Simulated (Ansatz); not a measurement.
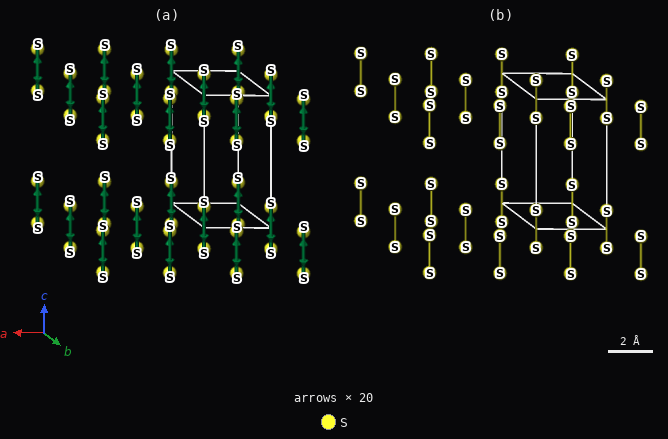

The structure of solid S (a generated structure, set up in P6/mmm) (coarse preliminary run) before (left) and after (right) a relaxation, at one scale. The green arrows give the displacements (the part carried along by the change of the cell is left out), 20 times their true length.

The picture is a ball-and-stick view of the cell of the calculation, repeated 3 × 2 × 1 with one cell outlined, seen from a free direction.

The calculation used Ansatz 0.2.0, DFT PBE, scalar-relativistic, plane waves, PAW.

Input
```yaml
crystal:
  lattice:
    - [3.05140834, 0.0, 0.0]
    - [-1.52570417, 2.64259714, 0.0]
    - [0.0, 0.0, 6.65872745]
  atoms:
    - { symbol: S, position: [0.0, 0.0, 0.84102318] }
    - { symbol: S, position: [0.0, 0.0, 0.15897682] }
basis:
  ecutwfc: 420
kpoints:
  mp_grid: { grid: [6, 6, 4] }
hamiltonian:
  xc: pbe
scf:
  occupations: { method: gaussian, width: 0.1 }
  lower_state_search: "off"
output:
  forces: true
  stress: true
  eigenvalues: true
relax:
  adjacent_minimum: "off"
  f_tol: 0.04
  max_steps: 70
  cell: { stress_tol: 0.4 }
```

Command:
```bash
ansatz run input.yaml --threads 1 --pin off --max-ram 2560MiB --backend cpu --events-out ev --progress --plain --runs-dir out
```

Q: Summarise the run.

A: Over 3 accepted moves (5 points after the start) the energy falls by 316 meV per atom. Largest force component: 3.6 eV/Å at the start, 0.00099 eV/Å at the end. Pressure: −4.96 GPa at the start and 0.01 GPa at the end. The line search rejected the trial step at point 2 of the run. The SCF was repeated once at an unchanged geometry on a basis and grid sized afresh for the cell, which shifted the energy by 0.2 meV per atom at most. The largest moves relative to the cell, 0.091 Å, are those of S1 and S2. S1 goes along +c. Cell: a = b 3.051 → 3.216 Å (+5.4 %), c 6.659 → 6.529 Å (−1.9 %). Volume +8.9 %. Some distances before and after: S1–S2 2.117 → 1.893 Å. The space group stays P6/mmm (No. 191). The run took 4.8 s on 1 thread of Arm Neoverse V2 (shared host), peak memory 0.28 GiB.
